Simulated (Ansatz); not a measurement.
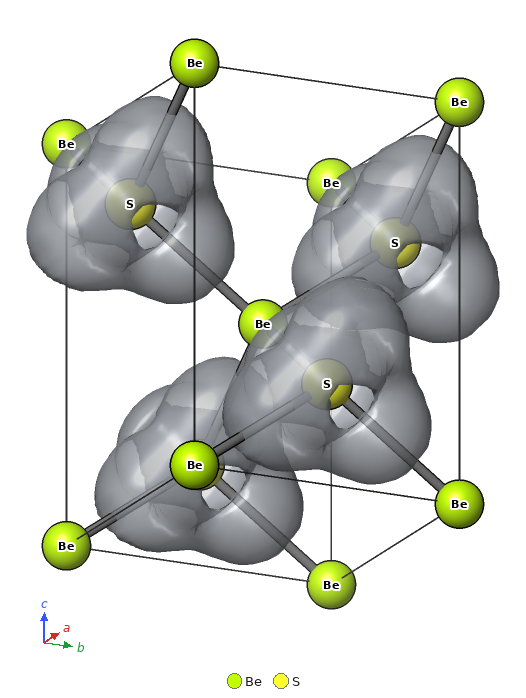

Figure 1: BeS. Isosurface of the ELF at 0.8 (grey), seen at an oblique angle. Core shells and regions of very low density are left out. Sticks mark near contacts.

Space group I-4m2; started from the measured structure prototype, which need not be the ambient phase; changed on purpose from its base cell (uniaxial y strain +1.4%).

All numbers below come from DFT, r2SCAN, plane waves, PAW (Ansatz).

```
Be S
1.0
    -2.43431    0.00000    2.43431
     2.43431    0.00000    2.43431
     0.00000    4.93531    0.00000
Be S
2 2
Direct
  0.00000 0.00000 0.00000
  0.50000 0.50000 0.50000
  0.00000 0.50000 0.25000
  0.50000 0.00000 0.75000
```

Describe the localisation domains.

The ELF exceeds this value in two regions wrapped around S (the valence shell of each), counted in one cell of 4 atoms. Any copies at cell faces, edges or corners count once. Along the contacts the grid gives the following. Be–S (2.12 Å): the ELF peaks at about 0.95 between the atoms (a polar covalent bond).
